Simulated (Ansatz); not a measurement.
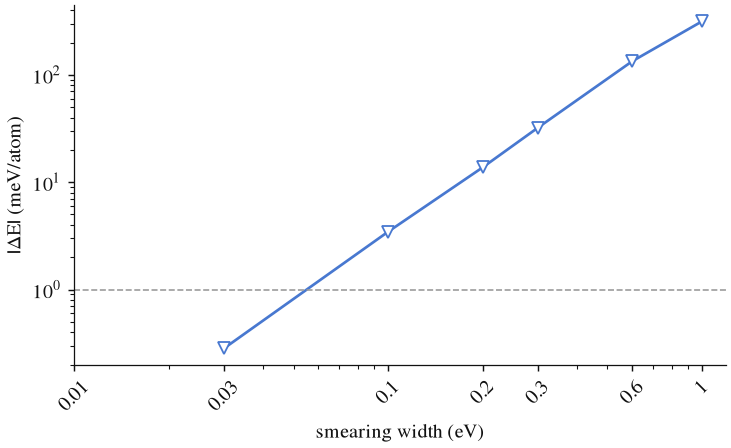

Convergence test: the smearing width is varied and all else is held.
System: Pd (Fm-3m, 1 atom in the cell).
Method: DFT, r2SCAN, plane waves (500 eV) with PAW, scalar-relativistic (Ansatz); 14×14×14 k-mesh, collinear spins, Gaussian smearing.
ΔE is the free energy less its value at the smallest setting, 0.01 eV.
Dashed lines or grey bands mark the tolerance: 1 meV/atom.
On logarithmic panels, open markers lie below the reference value and filled ones above.

### From which setting is the free energy converged to 1 meV/atom?

The free energy is within 1 meV/atom of the smallest setting's value from 0.03 eV down. It is off by 310 meV/atom at 1 eV, 32 meV/atom at 0.3 eV and 3.5 meV/atom at 0.1 eV (always below it). The free energy falls with the width because it holds the −TS term of the fractional occupations.
